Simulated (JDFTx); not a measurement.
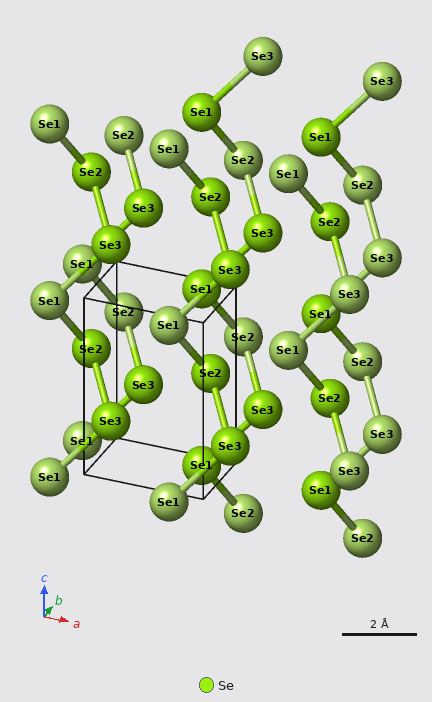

*The input geometry (ball-and-stick view of the cell of the calculation, repeated 2 × 1 × 2, seen slightly off an axis; neighbours outside the cell are drawn fainter; atoms are numbered from 1 in the order of the input).*

Run report: Se, band-structure run

System: Se (P3₁21, 3 atoms in the cell).
Method: Kohn-Sham DFT of a periodic cell, LDA, PseudoDojo-SR-LDA-0.4.1-standard, no spin polarisation (JDFTx 1.7.0 (patched build)).

The structure derives from an entry of the Crystallography Open Database.

### The input
```
lattice \
    4.3662000000    -2.1831000000     0.0000000000 \
    0.0000000000     3.7812401180     0.0000000000 \
    0.0000000000     0.0000000000     4.9536000000
latt-scale 1.889726124626 1.889726124626 1.889726124626
coords-type Lattice
ion Se     0.7746000000     0.7746000000     0.0000000000 1
ion Se     0.0000000000     0.2254000000     0.6666666667 1
ion Se     0.2254000000     0.0000000000     0.3333333333 1

ion-species pseudo/Se.upf
elec-cutoff 43 344
elec-ex-corr lda-PW
elec-smearing Fermi 0.0018374661
elec-n-bands 32
electronic-minimize nIterations 30 energyDiffThreshold 1e-06
davidson-band-ratio 1.3
forces-output-coords Cartesian
include path.kpoints
symmetries none
fix-electron-density run.$VAR

dump-name bands.$VAR
dump End Ecomponents EigStats BandEigs Kpoints Forces
```

### File path.kpoints
```
kpoint +0.0000000000 +0.0000000000 +0.0000000000 0.020000000000
kpoint +0.1000000000 +0.0000000000 +0.0000000000 0.020000000000
kpoint +0.2000000000 +0.0000000000 +0.0000000000 0.020000000000
kpoint +0.3000000000 +0.0000000000 +0.0000000000 0.020000000000
kpoint +0.4000000000 +0.0000000000 +0.0000000000 0.020000000000
kpoint +0.5000000000 +0.0000000000 +0.0000000000 0.020000000000
kpoint +0.4444444444 +0.1111111111 +0.0000000000 0.020000000000
kpoint +0.3888888889 +0.2222222222 +0.0000000000 0.020000000000
kpoint +0.3333333333 +0.3333333333 +0.0000000000 0.020000000000
kpoint +0.2857142857 +0.2857142857 +0.0000000000 0.020000000000
kpoint +0.2380952381 +0.2380952381 +0.0000000000 0.020000000000
kpoint +0.1904761905 +0.1904761905 +0.0000000000 0.020000000000
kpoint +0.1428571429 +0.1428571429 +0.0000000000 0.020000000000
kpoint +0.0952380952 +0.0952380952 +0.0000000000 0.020000000000
kpoint +0.0476190476 +0.0476190476 +0.0000000000 0.020000000000
kpoint +0.0000000000 +0.0000000000 +0.0000000000 0.020000000000
kpoint +0.0000000000 +0.0000000000 +0.1250000000 0.020000000000
kpoint +0.0000000000 +0.0000000000 +0.2500000000 0.020000000000
kpoint +0.0000000000 +0.0000000000 +0.3750000000 0.020000000000
kpoint +0.0000000000 +0.0000000000 +0.5000000000 0.020000000000
kpoint +0.0833333333 +0.0000000000 +0.5000000000 0.020000000000
kpoint +0.1666666667 +0.0000000000 +0.5000000000 0.020000000000
kpoint +0.2500000000 +0.0000000000 +0.5000000000 0.020000000000
kpoint +0.3333333333 +0.0000000000 +0.5000000000 0.020000000000
kpoint +0.4166666667 +0.0000000000 +0.5000000000 0.020000000000
kpoint +0.5000000000 +0.0000000000 +0.5000000000 0.020000000000
kpoint +0.4444444444 +0.1111111111 +0.5000000000 0.020000000000
kpoint +0.3888888889 +0.2222222222 +0.5000000000 0.020000000000
kpoint +0.3333333333 +0.3333333333 +0.5000000000 0.020000000000
kpoint +0.2916666667 +0.2916666667 +0.5000000000 0.020000000000
kpoint +0.2500000000 +0.2500000000 +0.5000000000 0.020000000000
kpoint +0.2083333333 +0.2083333333 +0.5000000000 0.020000000000
kpoint +0.1666666667 +0.1666666667 +0.5000000000 0.020000000000
kpoint +0.1250000000 +0.1250000000 +0.5000000000 0.020000000000
kpoint +0.0833333333 +0.0833333333 +0.5000000000 0.020000000000
kpoint +0.0416666667 +0.0416666667 +0.5000000000 0.020000000000
kpoint +0.0000000000 +0.0000000000 +0.5000000000 0.020000000000
kpoint +0.5000000000 +0.0000000000 +0.5000000000 0.020000000000
kpoint +0.5000000000 +0.0000000000 +0.4166666667 0.020000000000
kpoint +0.5000000000 +0.0000000000 +0.3333333333 0.020000000000
kpoint +0.5000000000 +0.0000000000 +0.2500000000 0.020000000000
kpoint +0.5000000000 +0.0000000000 +0.1666666667 0.020000000000
kpoint +0.5000000000 +0.0000000000 +0.0833333333 0.020000000000
kpoint +0.5000000000 +0.0000000000 +0.0000000000 0.020000000000
kpoint +0.3333333333 +0.3333333333 +0.0000000000 0.020000000000
kpoint +0.3333333333 +0.3333333333 +0.1000000000 0.020000000000
kpoint +0.3333333333 +0.3333333333 +0.2000000000 0.020000000000
kpoint +0.3333333333 +0.3333333333 +0.3000000000 0.020000000000
kpoint +0.3333333333 +0.3333333333 +0.4000000000 0.020000000000
kpoint +0.3333333333 +0.3333333333 +0.5000000000 0.020000000000
```

Machine: 1 thread of Arm Neoverse V1, 24 GiB of memory available, shared host.

Command:
```bash
jdftx -c 1 -i bands.in -o bands.out
```

### What the program printed
```
*************** JDFTx 1.7.0 (patched build) ***************

Input parsed successfully to the following command list (including defaults):
[... the input with its defaults ...]

---------- Initializing the Grid ----------
R =
[      8.25092     -4.12546            0  ]
[            0      7.14551            0  ]
[            0            0      9.36095  ]
unit cell volume = 551.894
G =
[   0.761513    0.43966         -0  ]
[          0    0.87932          0  ]
[          0         -0   0.671213  ]
Minimum fftbox size, Smin = [  72  72  80  ]
Chosen fftbox size, S = [  72  72  80  ]

---------- Initializing tighter grid for wavefunction operations ----------
R =
[      8.25092     -4.12546            0  ]
[            0      7.14551            0  ]
[            0            0      9.36095  ]
unit cell volume = 551.894
G =
[   0.761513    0.43966         -0  ]
[          0    0.87932          0  ]
[          0         -0   0.671213  ]
Minimum fftbox size, Smin = [  52  52  56  ]
Chosen fftbox size, S = [  54  54  56  ]

---------- Exchange Correlation functional ----------
Initalized Slater LDA exchange.
Initalized Perdew-Wang LDA correlation.

---------- Setting up pseudopotentials ----------
Width of ionic core gaussian charges (only for fluid interactions / plotting) set to 0

Reading pseudopotential file 'pseudo/Se.upf':
  'Se' pseudopotential, 'SLA  PW   NOGX NOGC' functional
  Generated using ONCVPSP code by D. R. Hamann
  16 valence electrons, 3 orbitals, 6 projectors, 1001 radial grid points, with lMax = 2
    3D    l: 2   occupation: 10.0   eigenvalue: -1.961952
    4S    l: 0   occupation:  2.0   eigenvalue: -0.642496
    4P    l: 1   occupation:  4.0   eigenvalue: -0.244581
  Core radius for overlap checks: 1.82 bohrs.

Initialized 1 species with 3 total atoms.

Folded 50 k-points by 1x1x1 to 50 k-points.

---------- Setting up k-points, bands, fillings ----------
No reducable k-points.
Computing the number of bands and number of electrons
Calculating initial fillings.
nElectrons:  48.000000   nBands: 32   nStates: 50

----- Setting up reduced wavefunction bases (one per k-point) -----
average nbasis = 7431.000 , ideal nbasis = 7432.794

---------- Setting up ewald sum ----------
Optimum gaussian width for ewald sums = 2.724844 bohr.
Real space sum over 1089 unit cells with max indices [  5  5  4  ]
Reciprocal space sum over 2535 terms with max indices [  6  6  7  ]

---------- Allocating electronic variables ----------
Reading n from file 'run.n' ... done
Initializing wave functions:  linear combination of atomic orbitals
Note: number of bands (32) exceeds available atomic orbitals (27)

----------- Band structure minimization -------------
Minimization will be done independently for each quantum number.

---- Minimization of quantum number:     0  [ +0.0000000 +0.0000000 +0.0000000 ]  0.040000000 ----
BandDavidson: Iter:   0  Eband: -0.690767902960197
BandDavidson: Iter:   1  Eband: -0.742377084885910  dEband: -5.160918e-02
BandDavidson: Iter:   2  Eband: -0.749713730470454  dEband: -7.336646e-03
BandDavidson: Iter:   3  Eband: -0.750648825361635  dEband: -9.350949e-04
[... 811 lines of inner loops ...]
BandDavidson: Iter:  12  Eband: -0.743174336962049  dEband: -1.020043e-06
BandDavidson: Iter:  13  Eband: -0.743174845933206  dEband: -5.089712e-07
BandDavidson: Converged (dEband<1.000000e-06)
	FillingsUpdate:  mu: +0.278087110  nElectrons: 48.000000

Dumping 'bands.eigStats' ...
	eMin: -1.520917 at state 36 ( [ +0.000000 +0.000000 +0.500000 ] spin 0 )
	HOMO: +0.260990 at state 25 ( [ +0.500000 +0.000000 +0.500000 ] spin 0 )
	mu  : +0.278087
	LUMO: +0.294383 at state 49 ( [ +0.333333 +0.333333 +0.500000 ] spin 0 )
	eMax: +0.659130 at state 25 ( [ +0.500000 +0.000000 +0.500000 ] spin 0 )
	HOMO-LUMO gap: +0.033393
	Optical gap  : +0.041360 at state 49 ( [ +0.333333 +0.333333 +0.500000 ] spin 0 )
Done!
```

### Results in brief

```csv
quantity,value
outcome,converged
space group (tolerance 0.01 Å),P3₁21 (152)
electrons treated,48
gap on the band path,0.91 eV
wall time,2.6 min
peak memory,0.28 GiB
```

### Notes

Points of doubt noted for this run: coarse mesh.
